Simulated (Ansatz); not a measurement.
Geometry relaxation, with input and output: MgO (part 3 of 3)

MgO (Cmcm, 4 atoms in the cell); DFT PBE, scalar-relativistic, plane waves, PAW, no spin polarisation (Ansatz 0.2.0); cutoff 420 eV, 8×8×8 k-mesh, Gaussian smearing of 0.02 eV. The structure was made by swapping elements on the sites of another compound; it need not be a known phase. It belongs to a series of runs on one base structure; here: ZrSi type (Cmcm, No. 63).

Geometry of the input (Å; fractional positions):
```
1.4439  -5.6363  0.0000
1.4439  5.6363  0.0000
0.0000  0.0000  2.9155
Mg 0.3445  0.6555  0.7500
Mg 0.6555  0.3445  0.2500
O  0.1513  0.8487  0.7500
O  0.8487  0.1513  0.2500
```

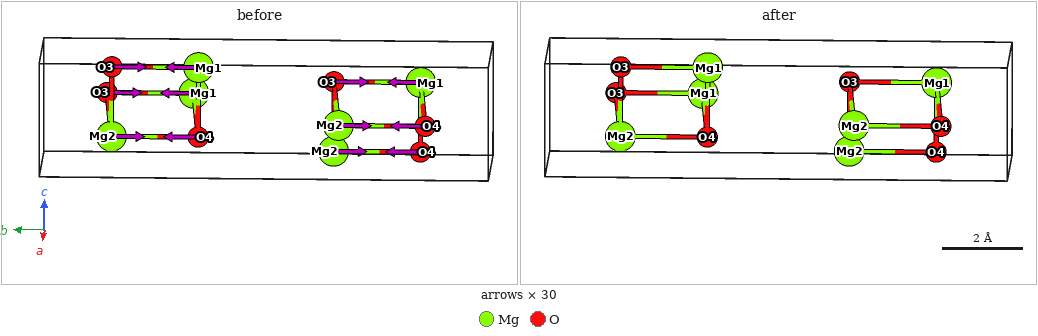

**Figure 1.** Before (left) and after (right) the relaxation, at one scale (ball-and-stick view of the cell 2 times as large as that of the calculation, set on its symmetry axes, seen at an oblique angle). The pink arrows give the displacements (without the part carried along by the change of the cell), magnified 30 times. The largest moves relative to the cell, 0.030 Å, are those of O3 and O4. By element the largest moves are O 0.030 Å, Mg 0.029 Å. The drawn cell changes as follows: a 2.888 → 2.891 Å (+0.1 %), b 11.273 → 11.604 Å (+2.9 %), c 2.915 → 2.909 Å (−0.2 %); the volume changes by +2.8 %. Among the contacts that change: Mg1–O3 2.177 → 2.183 Å. The space group stays Cmcm (No. 63). The energy falls by 0.2 meV per atom in 8 geometry steps. The largest force component goes from 0.013 to under 0.0001 eV/Å. Pressure: 0.11 GPa at the start and 0.01 GPa at the end. 3 further SCFs at an unchanged geometry re-selected the plane-wave basis for the new cell. The energy change given includes the shifts at the re-selections in mid-walk, which come without any move. A last SCF at the same geometry on a re-selected plane-wave basis shifts the energy by −0.1 meV per atom. (Atoms are counted from 1 in the order of the input.)

```
basis re-selected at this cell: Δ(F+E_penalty+E_count) = -4.215e-4 eV, ΔP = +0.004 GPa vs the last step (what re-selecting the basis moved, of the pressure what is left beyond the Pulay correction that the steps carried, after the strain that the cell walked since its last selection, with what the two solves' SCF thresholds leave and, on support functions, any second-order correction that the steps lacked; it is no measure of the basis error at this ecutwfc). This SCF's stress stands 1.91e-2 GPa from its target on what of the cell is left free (relax.cell.stress_tol is 5.00e-2 GPa) and its largest allowed force component is 8.24e-5 eV/Å (relax.f_tol is 1.00e-2 eV/Å): within both
SCF converged after 6 iterations
Free energy (F): -4987.441210 eV
Harris-Foulkes:  -4987.441210 eV  (|F-HF|=9.82e-11)
Internal energy: -4987.441210 eV  (E = F + TS)
E sigma→0 (E₀):  -4987.441210 eV
Fermi energy:    6.462557 eV
--- Per-component energies (eV) ---
  E_band       = -682.608924
  E_kinetic    = 508.360424
  E_local      = -4237.628312  (includes V_loc(G=0)·N_el)
  E_nonlocal   = 285.714613
  E_hartree    = 1577.084679
  E_xc         = -209.224630
  E_vxc        = -267.966095  (∫ρ·V_xc dr)
  E_paw        = -900.072039  (= ΣΔE_a)
  E_vpaw       = -125.264012  (= ΣTr[D̂ρ^β])
  E_aug_tail   = 0.004983  (compensation charges beyond the density's cutoff)
  E_ewald      = -2011.680928
  E_smearing   = -0.000000  (= −TS)
  E_closure    = -0.000000  (closes the sum)
  Σ components = -4987.441210   (vs F -4987.441210, Δ=0.00e0)
--- Forces (eV/Å), atoms counted from 1 ---
  atom   1  Mg     0.00000000     0.00008243     0.00000000
  atom   2  Mg    -0.00000000    -0.00008243    -0.00000000
  atom   3  O     -0.00000000     0.00006010     0.00000000
  atom   4  O      0.00000000    -0.00006010    -0.00000000
  max |Σ_I F_I| component: 3.47e-18 eV/Å
--- Stress (GPa, compression-positive) ---
        0.010783       0.000000      -0.000000
        0.000000       0.019105      -0.000000
       -0.000000      -0.000000      -0.005121
  P = ⅓ Tr σ = 0.0083 GPa (0.083 kbar)
--- Band table (eV; the first three rows and the last of 105) ---
  k-point 0: bands = ["-67.4569", "-67.4508", "-34.3117", "-34.2710", "-34.1564", "-34.1561", "-34.1426", "-34.1418", "-11.6442", "-10.8562", "1.7616", "4.3304", "4.4235", "4.5503", "4.9180", "4.9400", "7.9546", "13.5335", "14.2076", "15.6931"]
  k-point 1: bands = ["-67.4561", "-67.4504", "-34.3098", "-34.2723", "-34.1638", "-34.1548", "-34.1507", "-34.1420", "-11.5360", "-10.7958", "1.8974", "3.6219", "4.2425", "4.4478", "4.7281", "4.9262", "8.5086", "13.8410", "14.3026", "15.9752"]
  k-point 2: bands = ["-67.4540", "-67.4497", "-34.3045", "-34.2762", "-34.1818", "-34.1723", "-34.1507", "-34.1409", "-11.2495", "-10.6576", "2.1529", "2.4793", "3.1727", "4.5147", "4.7110", "4.8839", "9.5847", "14.1288", "14.4068", "16.0840"]
  k-point 104: bands = ["-67.4498", "-67.4498", "-34.2906", "-34.2906", "-34.2038", "-34.2038", "-34.1421", "-34.1421", "-10.6263", "-10.6263", "1.1366", "1.1366", "4.1773", "4.1773", "4.7169", "4.7169", "11.5757", "11.5757", "15.4190", "15.4190"]
--- Relaxed structure (9 steps of the walk, 9 accepted, 4 SCFs on fresh bases) ---
  F+E_penalty+E_count = -4987.44120955 eV   max|allowed force component| = 8.243e-5 eV/Å   (the final SCF, on the basis selected at the relaxed cell)
  cell:  # Å, volume = 48.7938 Å³
    - [1.4454171916257816, -5.801991258032543, -8.517172919085937e-18]
    - [1.4454171916257816, 5.801991258032543, 8.51717291908594e-18]
    - [2.171303998841589e-33, 4.405666022944413e-18, 2.9091406225208623]
  atoms:
    - { symbol: Mg, position: [0.3419922000735, 0.6580077999264999, 0.75] }
    - { symbol: Mg, position: [0.6580077999264999, 0.3419922000735, 0.25] }
    - { symbol: O, position: [0.1538415937341137, 0.8461584062658862, 0.75] }
    - { symbol: O, position: [0.8461584062658862, 0.1538415937341137, 0.25] }
```

### Trajectory as extended XYZ (Å, eV, eV/Å), 13 frames, from step=1 to step=13
```
4
Lattice="1.4439 -5.6363 0.0000 1.4439 5.6363 0.0000 0.0000 0.0000 2.9155" Properties=species:S:1:pos:R:3:forces:R:3 step=1 energy=-4987.43988 pressure_GPa=0.11
Mg    1.4439    1.7534    2.1866    0.0000  -0.0129   0.0000
Mg    1.4439   -1.7534    0.7289    0.0000   0.0129   0.0000
O     1.4439    3.9309    2.1866    0.0000   0.0034   0.0000
O     1.4439   -3.9309    0.7289    0.0000  -0.0034   0.0000
4
Lattice="1.4450 -5.6665 0.0000 1.4450 5.6665 0.0000 0.0000 0.0000 2.9131" Properties=species:S:1:pos:R:3:forces:R:3 step=2 energy=-4987.43948 pressure_GPa=0.03
Mg    1.4450    1.7679    2.1849    0.0000  -0.0068   0.0000
Mg    1.4450   -1.7679    0.7283    0.0000   0.0068   0.0000
O     1.4450    3.9461    2.1849    0.0000   0.0081   0.0000
O     1.4450   -3.9461    0.7283    0.0000  -0.0081   0.0000
4
Lattice="1.4449 -5.7012 0.0000 1.4449 5.7012 0.0000 0.0000 0.0000 2.9125" Properties=species:S:1:pos:R:3:forces:R:3 step=3 energy=-4987.43880 pressure_GPa=-0.02
Mg    1.4449    1.7845    2.1844    0.0000  -0.0041   0.0000
Mg    1.4449   -1.7845    0.7281    0.0000   0.0041   0.0000
O     1.4449    3.9643    2.1844    0.0000   0.0059   0.0000
O     1.4449   -3.9643    0.7281    0.0000  -0.0059   0.0000
4
Lattice="1.4444 -5.7016 0.0000 1.4444 5.7016 0.0000 0.0000 0.0000 2.9101" Properties=species:S:1:pos:R:3:forces:R:3 step=4 energy=-4987.43896 pressure_GPa=0.08
Mg    1.4444    1.7832    2.1826    0.0000   0.0021   0.0000
Mg    1.4444   -1.7832    0.7275    0.0000  -0.0021   0.0000
O     1.4444    3.9660    2.1826    0.0000  -0.0008   0.0000
O     1.4444   -3.9660    0.7275    0.0000   0.0008   0.0000
4
Lattice="1.4447 -5.7036 0.0000 1.4447 5.7036 0.0000 0.0000 0.0000 2.9113" Properties=species:S:1:pos:R:3:forces:R:3 step=5 energy=-4987.43883 pressure_GPa=0.00
Mg    1.4447    1.7847    2.1835    0.0000   0.0002   0.0000
Mg    1.4447   -1.7847    0.7278    0.0000  -0.0002   0.0000
O     1.4447    3.9666    2.1835    0.0000   0.0003   0.0000
O     1.4447   -3.9666    0.7278    0.0000  -0.0003   0.0000
4
Lattice="1.4447 -5.7036 0.0000 1.4447 5.7036 0.0000 0.0000 0.0000 2.9113" Properties=species:S:1:pos:R:3:forces:R:3 step=6 energy=-4987.44075 pressure_GPa=0.07
Mg    1.4447    1.7847    2.1835    0.0000   0.0002   0.0000
Mg    1.4447   -1.7847    0.7278    0.0000  -0.0002   0.0000
O     1.4447    3.9666    2.1835    0.0000   0.0008   0.0000
O     1.4447   -3.9666    0.7278    0.0000  -0.0008   0.0000
4
Lattice="1.4449 -5.7377 0.0000 1.4449 5.7377 0.0000 0.0000 0.0000 2.9105" Properties=species:S:1:pos:R:3:forces:R:3 step=7 energy=-4987.44005 pressure_GPa=0.03
Mg    1.4449    1.8014    2.1829    0.0000   0.0012   0.0000
Mg    1.4449   -1.8014    0.7276    0.0000  -0.0012   0.0000
O     1.4449    3.9842    2.1829    0.0000  -0.0002   0.0000
O     1.4449   -3.9842    0.7276    0.0000   0.0002   0.0000
4
Lattice="1.4452 -5.7599 0.0000 1.4452 5.7599 0.0000 0.0000 0.0000 2.9105" Properties=species:S:1:pos:R:3:forces:R:3 step=8 energy=-4987.43943 pressure_GPa=-0.02
Mg    1.4452    1.8133    2.1829    0.0000  -0.0077   0.0000
Mg    1.4452   -1.8133    0.7276    0.0000   0.0077   0.0000
O     1.4452    3.9956    2.1829    0.0000  -0.0067   0.0000
O     1.4452   -3.9956    0.7276    0.0000   0.0067   0.0000
4
Lattice="1.4452 -5.7599 0.0000 1.4452 5.7599 0.0000 0.0000 0.0000 2.9105" Properties=species:S:1:pos:R:3:forces:R:3 step=9 energy=-4987.44110 pressure_GPa=0.01
Mg    1.4452    1.8133    2.1829    0.0000  -0.0078   0.0000
Mg    1.4452   -1.8133    0.7276    0.0000   0.0078   0.0000
O     1.4452    3.9956    2.1829    0.0000  -0.0063   0.0000
O     1.4452   -3.9956    0.7276    0.0000   0.0063   0.0000
4
Lattice="1.4454 -5.7853 0.0000 1.4454 5.7853 0.0000 0.0000 0.0000 2.9093" Properties=species:S:1:pos:R:3:forces:R:3 step=10 energy=-4987.44053 pressure_GPa=0.01
Mg    1.4454    1.8254    2.1820    0.0000  -0.0011   0.0000
Mg    1.4454   -1.8254    0.7273    0.0000   0.0011   0.0000
O     1.4454    4.0082    2.1820    0.0000   0.0005   0.0000
O     1.4454   -4.0082    0.7273    0.0000  -0.0005   0.0000
4
Lattice="1.4454 -5.7853 0.0000 1.4454 5.7853 0.0000 0.0000 0.0000 2.9093" Properties=species:S:1:pos:R:3:forces:R:3 step=11 energy=-4987.44120 pressure_GPa=0.02
Mg    1.4454    1.8254    2.1820    0.0000  -0.0011   0.0000
Mg    1.4454   -1.8254    0.7273    0.0000   0.0011   0.0000
O     1.4454    4.0082    2.1820    0.0000   0.0006   0.0000
O     1.4454   -4.0082    0.7273    0.0000  -0.0006   0.0000
4
Lattice="1.4454 -5.8020 0.0000 1.4454 5.8020 0.0000 0.0000 0.0000 2.9091" Properties=species:S:1:pos:R:3:forces:R:3 step=12 energy=-4987.44079 pressure_GPa=0.00
Mg    1.4454    1.8335    2.1819    0.0000   0.0001   0.0000
Mg    1.4454   -1.8335    0.7273    0.0000  -0.0001   0.0000
O     1.4454    4.0168    2.1819    0.0000   0.0000   0.0000
O     1.4454   -4.0168    0.7273    0.0000   0.0000   0.0000
4
Lattice="1.4454 -5.8020 0.0000 1.4454 5.8020 0.0000 0.0000 0.0000 2.9091" Properties=species:S:1:pos:R:3:forces:R:3 step=13 energy=-4987.44121 pressure_GPa=0.01
Mg    1.4454    1.8335    2.1819    0.0000   0.0001   0.0000
Mg    1.4454   -1.8335    0.7273    0.0000  -0.0001   0.0000
O     1.4454    4.0168    2.1819    0.0000   0.0001   0.0000
O     1.4454   -4.0168    0.7273    0.0000  -0.0001   0.0000
```
